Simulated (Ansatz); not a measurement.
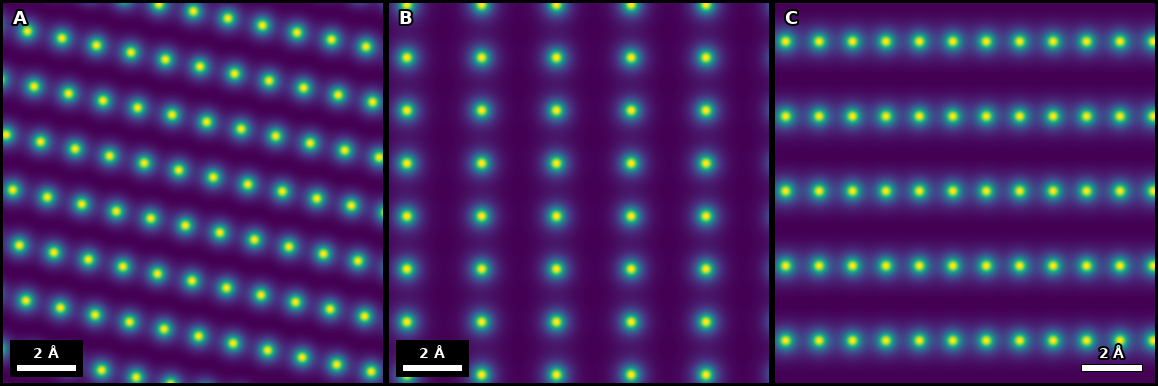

Three views of Mo (Pm-3m, No. 221) along different zone axes. Computed as the sum of neutral-atom potentials (tabulated electron scattering factors, B = 0.3 Å²) projected along the beam and smoothed by 0.25 Å; brighter is more positive. Model: the end point of a relaxation with DFT, LDA (PW92), plane waves (420 eV) with PAW, scalar-relativistic (Ansatz); the starting structure was generated, so it need not be a known form of this composition.

```
CELL_PARAMETERS angstrom
2.55787 0.00000 0.00000
0.00000 2.55787 0.00000
0.00000 0.00000 2.55787
ATOMIC_POSITIONS crystal
Mo 0.00000 0.00000 0.00000
```

Match the panels to the zone axes [110], [210] and [221].

Answer. A is [221]: projected cell 1.21 × 1.91 Å, 108°, plane group c2mm. B is [110]: projected cell 1.81 × 2.56 Å, 90°, plane group p2mm. C is [210]: projected cell 1.14 × 2.56 Å, 90°, plane group p2mm.
